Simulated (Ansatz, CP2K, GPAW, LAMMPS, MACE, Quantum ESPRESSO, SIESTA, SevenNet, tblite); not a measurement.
# CP2K on 47In2O3-53ZnO (mol %) with crystalline order left by the classical run (65 atoms): settings against a plane-wave reference

Aim: run 47In2O3-53ZnO (mol %) with crystalline order left by the classical run (65 atoms) in CP2K and see how near its forces come to a plane-wave reference, and at what cost.

Main program and level: CP2K 2026.2; the method is named at each step.

### Step 1. The starting structure

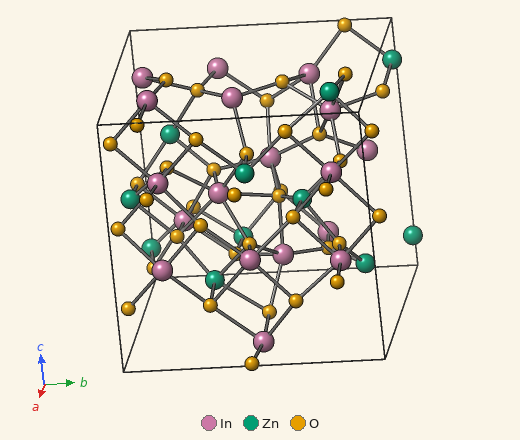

Start, viewed slightly off an axis; indium pink, zinc teal, oxygen orange. Bonds to atoms that aren't drawn are left out. Some periodic images of atoms are drawn too.

The cell holds 65 atoms: 18 In, 10 Zn and 37 O. Its edges and angles: a = 9.441 Å, b = 9.441 Å, c = 9.441 Å, α = 90.0°, β = 90.0°, γ = 90.0°. 65 atoms (18 Sc, 10 Zn, 37 O) placed at random at 4.13 g/cm³, melted at 5000 K for 10 ps at fixed volume with the Morse and Coulomb pair potential with partial charges (Pedone, Malavasi, Menziani, Cormack and Segre, J. Phys. Chem. B 110, 11780 (2006)). Quenched from 5000 K to 300 K at 1000 K/ps and fixed volume, held 10 ps at zero pressure, then minimised at fixed cell. Then Sc was replaced by In and the cell scaled by 1.027 (the potential has no terms for the new elements, so the cell is a start for a DFT relaxation).

The yardstick, on the same geometry:

* method: Kohn-Sham DFT, PBE, PAW, plane waves (Ansatz 0.2.0); cutoff 420 eV, Γ point, fermi-dirac smearing of 0.05 eV; PAW set soft_2
* r.m.s. force component: 0.2783 eV/Å
* longest force: 1.061 eV/Å
* pressure: 1.416 GPa
* spacing of highest filled and lowest empty level: 0.2554 eV
* SCF cycles: 12
* time: 6.3 s on 8 threads of Arm Neoverse V2, shared host
* CPU time: 44 s

### Step 2. PBE, DZVP-MOLOPT-SR, 800/50 Ry, diagonalisation

Method: Kohn-Sham DFT, PBE, GTH-PBE pseudopotentials, Gaussian and plane waves, DZVP-MOLOPT-SR-GTH, diagonalisation.

File input.inp:

```
&GLOBAL
  PROJECT cell
  RUN_TYPE ENERGY_FORCE
  PRINT_LEVEL LOW
&END GLOBAL
&FORCE_EVAL
  METHOD QS
  STRESS_TENSOR ANALYTICAL
  &DFT
    BASIS_SET_FILE_NAME BASIS_MOLOPT
    POTENTIAL_FILE_NAME GTH_POTENTIALS
    &MGRID
      CUTOFF 800
      REL_CUTOFF 50
      NGRIDS 5
    &END MGRID
    &QS
      EPS_DEFAULT 1.0E-12
    &END QS
    &SCF
      SCF_GUESS ATOMIC
      EPS_SCF 1.0E-06
      MAX_SCF 200
      ADDED_MOS 14
      &DIAGONALIZATION
        ALGORITHM STANDARD
      &END DIAGONALIZATION
      &SMEAR ON
        METHOD FERMI_DIRAC
        ELECTRONIC_TEMPERATURE [K] 580
      &END SMEAR
      &MIXING
        METHOD BROYDEN_MIXING
        ALPHA 0.3
        NBROYDEN 8
      &END MIXING
      &PRINT
        &RESTART OFF
        &END RESTART
      &END PRINT
    &END SCF
    &XC
      &XC_FUNCTIONAL PBE
      &END XC_FUNCTIONAL
    &END XC
    &PRINT
      &MULLIKEN ON
      &END MULLIKEN
      &LOWDIN ON
      &END LOWDIN
      &HIRSHFELD ON
      &END HIRSHFELD
      &MO ON
        EIGENVALUES T
        OCCUPATION_NUMBERS T
        MO_INDEX_RANGE 277 300
        &EACH
          QS_SCF 0
        &END EACH
        ADD_LAST NUMERIC
      &END MO
    &END PRINT
  &END DFT
  &SUBSYS
    &CELL
      A 9.44060 0.00000 0.00000
      B 0.00000 9.44060 0.00000
      C 0.00000 0.00000 9.44060
    &END CELL
    &TOPOLOGY
      COORD_FILE_NAME structure.xyz
      COORD_FILE_FORMAT XYZ
    &END TOPOLOGY
    &KIND In
      BASIS_SET DZVP-MOLOPT-SR-GTH-q13
      POTENTIAL GTH-PBE-q13
    &END KIND
    &KIND Zn
      BASIS_SET DZVP-MOLOPT-SR-GTH-q12
      POTENTIAL GTH-PBE-q12
    &END KIND
    &KIND O
      BASIS_SET DZVP-MOLOPT-SR-GTH-q6
      POTENTIAL GTH-PBE-q6
    &END KIND
  &END SUBSYS
  &PRINT
    &FORCES ON
    &END FORCES
    &STRESS_TENSOR ON
    &END STRESS_TENSOR
  &END PRINT
&END FORCE_EVAL
```

File structure.xyz:

```xyz
65

In 0.56209 6.36315 7.68172
In 2.40367 1.62463 3.02977
In 3.34849 7.43768 7.29570
In 6.94809 7.82418 6.28385
In 7.14370 1.57309 6.25147
In 3.31913 0.81208 8.87086
In 0.24980 6.39667 1.52541
In 0.22006 3.04214 7.93407
In 7.45619 4.65280 3.29345
In 7.08272 1.50030 9.39170
In 7.08687 7.84891 2.97284
In 0.86589 8.20888 4.77845
In 1.38616 4.78468 4.88457
In 7.62744 1.49105 3.12182
In 3.89481 4.04511 8.15498
In 3.74556 5.25964 2.05182
In 4.44841 3.29647 4.77137
In 7.12756 4.77581 0.04059
Zn 7.11425 4.72757 6.46209
Zn 0.40963 0.00349 1.28977
Zn 6.39846 7.97655 9.13671
Zn 0.63007 3.38889 1.64616
Zn 4.52025 0.11187 4.72738
Zn 4.86210 6.33578 4.54697
Zn 3.60272 8.15479 1.50776
Zn 1.94439 1.36266 6.16056
Zn 4.99766 2.91016 1.67778
Zn 0.04126 9.31098 7.86685
O 1.82591 6.70972 5.84864
O 4.39535 8.28356 9.03041
O 2.68453 3.38559 1.77125
O 2.57294 5.69306 8.17952
O 5.00644 1.62426 6.03623
O 2.29671 6.67082 1.68080
O 9.27954 7.99477 2.97181
O 3.26126 5.24926 4.10997
O 2.43162 0.08043 4.51081
O 4.86484 7.84514 5.91708
O 5.02391 4.53621 6.41215
O 4.57444 1.65277 3.24700
O 4.99228 7.51585 2.82925
O 7.01786 6.32803 7.94455
O 9.02191 7.90244 6.41791
O 9.25075 1.40146 9.28889
O 9.32778 1.46528 6.46889
O 7.12652 0.04069 1.54580
O 5.39464 4.35372 3.12720
O 7.26643 3.02146 1.57205
O 7.37018 3.15543 7.93615
O 7.04042 0.00991 7.80417
O 2.15142 9.19439 7.47450
O 0.25801 1.64465 2.72909
O 2.36789 2.58229 7.93907
O 2.32324 2.85918 4.86880
O 9.38094 4.63647 0.06712
O 4.99719 1.92494 9.37055
[... 5 atom lines left out ...]
O 9.42719 4.65459 6.52374
O 5.00654 4.74815 0.36186
O 7.34309 2.98823 4.64799
O 7.03221 6.29225 4.68433
```

Launch:

```sh
$ OMP_NUM_THREADS=1 mpirun -np 4 cp2k.psmp -i input.inp > output.txt
```

Numbers of over 12 decimals in the logs are rounded to 6 here.

The log of the run:

```text
CP2K| version string:                                       CP2K version 2026.2
 CP2K| Input file name                                                 input.inp
 GLOBAL| Basis set file name                                        BASIS_MOLOPT
 GLOBAL| Potential file name                                      GTH_POTENTIALS
 GLOBAL| Run type                                                   ENERGY_FORCE
 GLOBAL| Total number of message passing processes                             4
 GLOBAL| Number of threads for this process                                    1
 TOTAL NUMBERS AND MAXIMUM NUMBERS
  Total number of            - Atomic kinds:                                   3
                             - Atoms:                                         65
                             - Shell sets:                                    65
                             - Shells:                                       381
                             - Primitive Cartesian functions:                353
                             - Cartesian basis functions:                   1358
                             - Spherical basis functions:                   1181
  Maximum angular momentum of- Orbital basis functions:                        3
                             - Local part of the GTH pseudopotential:          2
                             - Non-local part of the GTH pseudopotential:      4
 SCF PARAMETERS         Density guess:                                    ATOMIC
                        max_scf:                                             200
                        eps_scf:                                        1.00E-06
                        added MOs                                        14    0
                        Mixing method:                            BROYDEN_MIXING
                                                charge density mixing in g-space
                        Smear method:                                FERMI_DIRAC
                        Electronic temperature [K]:                        580.0
                        Electronic temperature [a.u.]:                  1.84E-03
                        Accuracy threshold:                             1.00E-10
 Extrapolation method: initial_guess
 Number of electrons:                                                        576
 Number of occupied orbitals:                                                288
 Number of molecular orbitals:                                               302
 Number of orbital functions:                                               1181
 Number of independent orbital functions:                                   1181
 SCF WAVEFUNCTION OPTIMIZATION
  Step     Update method      Time    Convergence         Total energy    Change
     1 NoMix/Diag. 0.30E+00    3.7     1.85379465     -2214.6723112836 -2.21E+03
     2 Broy./Diag. 0.30E+00    5.1     0.33243237     -2154.8095696819  5.99E+01
     3 Broy./Diag. 0.30E+00    5.1     0.09412798     -2207.8185481281 -5.30E+01
     4 Broy./Diag. 0.30E+00    5.1     0.05209092     -2213.5119214141 -5.69E+00
[...]
17 Broy./Diag. 0.30E+00    5.2     0.00000247     -2212.6440871297 -3.90E-06
    18 Broy./Diag. 0.30E+00    5.2     0.00000087     -2212.6440896692 -2.54E-06
  *** SCF run converged in    18 steps ***
  Electronic density on regular grids:       -575.9999999998        0.0000000002
  Core density on regular grids:              575.9999999996       -0.0000000004
  Total charge density on r-space grids:       -0.0000000003
  Total charge density g-space grids:          -0.0000000003
  Overlap energy of the core charge distribution:               1.24005e-08
  Self energy of the core charge distribution:              -3952.090257
  Core Hamiltonian energy:                                   1205.329539
  Hartree energy:                                             890.010947
  Exchange-correlation energy:                               -355.891171
  Electronic entropic energy:                                  -0.00314625
  Fermi energy:                                                 0.194372
  Total energy:                                             -2212.644090
  Total energy (extrapolated to T->0):                      -2212.642517
 MO| EIGENVALUES AND OCCUPATION NUMBERS
 MO|
 MO|  Index      Eigenvalue [a.u.]        Eigenvalue [eV]             Occupation
 MO|    277               0.168587               4.587492               1.999998
 MO|    278               0.170170               4.630555               1.999996
 MO|    279               0.172960               4.706482               1.999983
[...]
MO|    299               0.348045               9.470774               0.000000
 MO|    300               0.355646               9.677631               0.000000
 MO| Sum:                                                             576.000000
 MO| E(Fermi):            0.194372 a.u.          5.289133 eV
 !-----------------------------------------------------------------------------!
                     Mulliken Population Analysis
 #  Atom  Element  Kind  Atomic population                           Net charge
       1     In       1         11.998958                              1.001042
       2     In       1         11.977703                              1.022297
       3     In       1         12.080212                              0.919788
[...]
# Total charge                            576.000000                 -0.000000
 !-----------------------------------------------------------------------------!
 !-----------------------------------------------------------------------------!
                           Hirshfeld Charges
  #Atom  Element  Kind  Ref Charge     Population                    Net charge
      1       In     1      13.000         13.657                        -0.657
      2       In     1      13.000         13.789                        -0.789
      3       In     1      13.000         13.649                        -0.649
[...]
64       O      3       6.000          5.575                         0.425
     65       O      3       6.000          5.538                         0.462
  Total Charge                                                           -0.000
 !-----------------------------------------------------------------------------!
 LOWDIN POPULATION ANALYSIS
 #  Atom  Element  Kind  Atomic population                           Net charge
[...]
64     O        3          6.183028                             -0.183028
      65     O        3          6.097882                             -0.097882
 # Total charge                            576.000000                 -0.000000
 ENERGY| Total FORCE_EVAL ( QS ) energy [hartree]          -2212.644082
 FORCES| Atomic forces [hartree/bohr]
 FORCES|   Atom     x               y               z               |f|
 FORCES|      1 -1.02453281E-02 -7.54392377E-03  9.81236488E-03   1.60673594E-02
 FORCES|      2  3.11993667E-03  5.42160806E-03 -3.19458567E-03   7.02376084E-03
 FORCES|      3  1.06992831E-02 -7.89156287E-03  5.65646713E-03   1.44480810E-02
[...]
FORCES|     64 -1.46729746E-04  5.24016301E-03  2.10860102E-03   5.65040142E-03
 FORCES|     65 -9.08049997E-03 -3.25179265E-03  7.42255643E-03   1.21706195E-02
 FORCES| Sum     4.80297040E-03  7.84220442E-04  1.14507351E-03
 FORCES| Total atomic force                                       4.99947194E-03
 STRESS| Analytical stress tensor [bar]
 STRESS|                        x                   y                   z
 STRESS|      x        1.22478958024E+04  -3.85758945724E+03  -6.88277911031E+03
 STRESS|      y       -3.85758945724E+03   5.31825377610E+04   3.06768013764E+03
 STRESS|      z       -6.88277911031E+03   3.06768013764E+03   4.51126112144E+04
 STRESS| 1/3 Trace                                             3.68476815926E+04
```

Elapsed: 1.9 min, on 4 MPI ranks of Arm Neoverse V2, shared host; peak memory 5.7 GiB; 7.8 min of CPU time.

Banners, paths, timers and routine set-up lines are dropped from the logs unmarked, and long logs keep their key lines alone; longer cuts are marked.

Numbers from this run, and their distance from the reference:

```
r.m.s. force component                  : 0.3041 eV/Å
r.m.s. difference of force components   : 51.93 meV/Å
longest difference of force vectors     : 164.3 meV/Å
force difference over r.m.s. force      : 18.66 %
slope of forces against the reference's : 1.079
correlation of force components         : 0.988
pressure                                : 3.685 GPa
pressure difference                     : 2.269 GPa
```

Length of the force difference by element (eV/Å):

```csv
element,atoms,mean,most
In,18,0.074,0.15
O,37,0.087,0.16
Zn,10,0.08,0.12
```

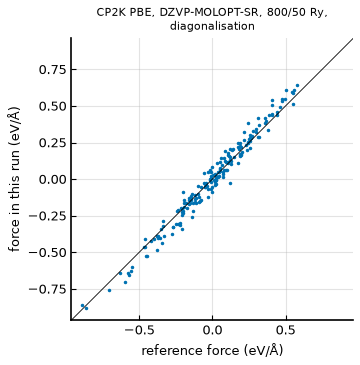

Force components against those of the reference; the line marks equality.

The surroundings of Zn21, picked at random, nearest first, numbered as they follow in the input and with coordinates relative to it.

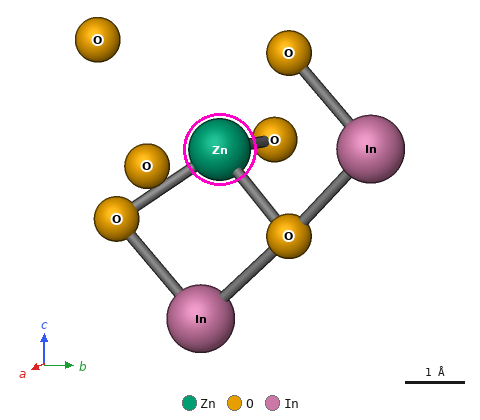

The atoms of the table, within 3.2 Å (arrows a, b, c point along x, y, z); some may hide others; the central atom is ringed.

```
atom      x      y      z  distance (Å)  bonds  Mulliken charge (e)     Fx     Fy  Fz (eV/Å)
Zn21   0.00   0.00   0.00          0.00      4                 0.63  -0.41   0.05      -0.09
 O30  -2.00   0.31  -0.11          2.03      4                -0.62   0.59  -0.16       0.44
 O50   0.64   1.47  -1.33          2.09      5                -0.63   0.17  -0.63       0.21
 O42   0.62  -1.65  -1.19          2.13      4                -0.64   0.06   0.28       0.17
 O46   0.73   1.50   1.85          2.49      4                -0.63   0.11  -0.40      -0.33
 O61   1.10  -1.82   1.97          2.90      4                -0.63   0.15   0.10      -0.20
 In4   0.55  -0.15  -2.85          2.91      6                 0.98   0.20  -0.06      -0.10
In10   0.68   2.96   0.25          3.05      6                 0.93   0.00  -0.14       0.26
 O58   3.17  -0.22   0.16          3.18      4                -0.61  -0.07   0.32      -0.19
```

Forces lie 19 % from the reference's, at 11 times its CPU time (on 4 against 8 cores).

### Step 3. PBE, SZV-MOLOPT-SR, 800/50 Ry, diagonalisation

Method: Kohn-Sham DFT, PBE, GTH-PBE pseudopotentials, Gaussian and plane waves, SZV-MOLOPT-SR-GTH, diagonalisation.

Changes to input.inp since step 2:

```diff
@@ -50,4 +50,2 @@
       &END LOWDIN
-      &HIRSHFELD ON
-      &END HIRSHFELD
       &MO ON
@@ -69,8 +67,31 @@
     &END CELL
-    &TOPOLOGY
-      COORD_FILE_NAME structure.xyz
-      COORD_FILE_FORMAT XYZ
-    &END TOPOLOGY
+    &COORD
+      In 0.56209 6.36315 7.68172
+      In 2.40367 1.62463 3.02977
+      In 3.34849 7.43768 7.29570
+      In 6.94809 7.82418 6.28385
+      In 7.14370 1.57309 6.25147
+      In 3.31913 0.81208 8.87086
+      In 0.24980 6.39667 1.52541
+      In 0.22006 3.04214 7.93407
+      In 7.45619 4.65280 3.29345
+      In 7.08272 1.50030 9.39170
+      In 7.08687 7.84891 2.97284
+      In 0.86589 8.20888 4.77845
+      In 1.38616 4.78468 4.88457
+      In 7.62744 1.49105 3.12182
+      In 3.89481 4.04511 8.15498
+      In 3.74556 5.25964 2.05182
+      In 4.44841 3.29647 4.77137
+      In 7.12756 4.77581 0.04059
+      Zn 7.11425 4.72757 6.46209
+      Zn 0.40963 0.00349 1.28977
+[... 41 atom lines left out ...]
+      O 9.42719 4.65459 6.52374
+      O 5.00654 4.74815 0.36186
+      O 7.34309 2.98823 4.64799
+      O 7.03221 6.29225 4.68433
+    &END COORD
     &KIND In
-      BASIS_SET DZVP-MOLOPT-SR-GTH-q13
+      BASIS_SET SZV-MOLOPT-SR-GTH-q13
       POTENTIAL GTH-PBE-q13
@@ -78,3 +99,3 @@
     &KIND Zn
-      BASIS_SET DZVP-MOLOPT-SR-GTH-q12
+      BASIS_SET SZV-MOLOPT-SR-GTH-q12
       POTENTIAL GTH-PBE-q12
@@ -82,3 +103,3 @@
     &KIND O
-      BASIS_SET DZVP-MOLOPT-SR-GTH-q6
+      BASIS_SET SZV-MOLOPT-SR-GTH-q6
       POTENTIAL GTH-PBE-q6
```

Launch:

```sh
$ OMP_NUM_THREADS=2 cp2k.psmp -i input.inp > output.txt
```

The log of the run:

```text
CP2K| version string:                                       CP2K version 2026.2
 CP2K| Input file name                                                 input.inp
 GLOBAL| Basis set file name                                        BASIS_MOLOPT
 GLOBAL| Potential file name                                      GTH_POTENTIALS
 GLOBAL| Run type                                                   ENERGY_FORCE
 GLOBAL| Total number of message passing processes                             1
 GLOBAL| Number of threads for this process                                    2
 TOTAL NUMBERS AND MAXIMUM NUMBERS
  Total number of            - Atomic kinds:                                   3
                             - Atoms:                                         65
[... lines left out ...]
                        Smear method:                                FERMI_DIRAC
[... lines left out ...]
 Number of electrons:                                                        576
[... lines left out ...]
  Step     Update method      Time    Convergence         Total energy    Change
[... lines left out ...]
  *** SCF run converged in    28 steps ***
[... lines left out ...]
  Fermi energy:                                                 0.223094
  Total energy:                                             -2211.039101
  Total energy (extrapolated to T->0):                      -2211.034841
[... lines left out ...]
 MO| E(Fermi):            0.223094 a.u.          6.070690 eV
[... lines left out ...]
       1     In       1         11.997330                              1.002670
       2     In       1         11.922598                              1.077402
       3     In       1         11.942337                              1.057663
[...]
# Total charge                            576.000000                 -0.000000
 !-----------------------------------------------------------------------------!
 LOWDIN POPULATION ANALYSIS
 #  Atom  Element  Kind  Atomic population                           Net charge
[...]
64     O        3          6.535963                             -0.535963
      65     O        3          6.500412                             -0.500412
 # Total charge                            576.000000                 -0.000000
 ENERGY| Total FORCE_EVAL ( QS ) energy [hartree]          -2211.039102
 FORCES| Atomic forces [hartree/bohr]
 FORCES|   Atom     x               y               z               |f|
 FORCES|      1 -1.88268074E-02 -1.30302241E-02  1.56268036E-02   2.77206134E-02
 FORCES|      2 -3.67916379E-03 -2.32925998E-05 -4.10017686E-03   5.50892358E-03
 FORCES|      3  1.75299368E-02 -7.19501563E-03  1.65976159E-03   1.90216125E-02
[...]
FORCES|     64 -3.17440274E-03  7.78729799E-03  5.48787866E-03   1.00416958E-02
 FORCES|     65 -1.48339765E-02 -5.10470633E-03  8.32025241E-03   1.77575754E-02
 FORCES| Sum     5.08859348E-03  7.05616302E-04  1.09600464E-03
 FORCES| Total atomic force                                       5.25289483E-03
 STRESS| Analytical stress tensor [bar]
 STRESS|                        x                   y                   z
 STRESS|      x        1.00023303312E+05  -2.04107845996E+02  -6.17575246376E+03
 STRESS|      y       -2.04107845996E+02   1.51023397657E+05   3.21684948763E+03
 STRESS|      z       -6.17575246376E+03   3.21684948763E+03   1.34847545376E+05
 STRESS| 1/3 Trace                                             1.28631415448E+05
```

The job ended after 2.7 min (2 threads; peak memory 3 GiB; 4.9 min of CPU time).

Compared with the plane-wave run:

```yaml
r_m_s_force_component: 0.4545 eV/Å
r_m_s_difference_of_force_components: 253.4 meV/Å
longest_difference_of_force_vectors: 795.2 meV/Å
force_difference_over_r_m_s_force: 91.06 %
slope_of_forces_against_the_reference_s: 1.419
correlation_of_force_components: 0.8688
pressure: 12.86 GPa
pressure_difference: 11.45 GPa
```

This is a coarse setting, run to see what it loses.

Against the first run (19 %), the force difference from the reference is 91 %, at 0.63 times the CPU time (on 2 against 4 cores) (28 SCF steps against 18), with 400 basis functions against 1181: the smaller basis costs accuracy.

(Part 1 of 2 ends here.)

[Also dropped from logs without a mark: logging warnings of Python, and SIESTA's first energy breakdown and zero terms.]

[Logs are printed without paths, hosts, clocks, repeated set-up lines and the standing remarks that a program may print on its own settings, such as how far it seeks lower states.]

[Hosts, paths, dates, database ids (printed as entryN), source tags and the programs' standing remarks are cut or masked in the printed files.]
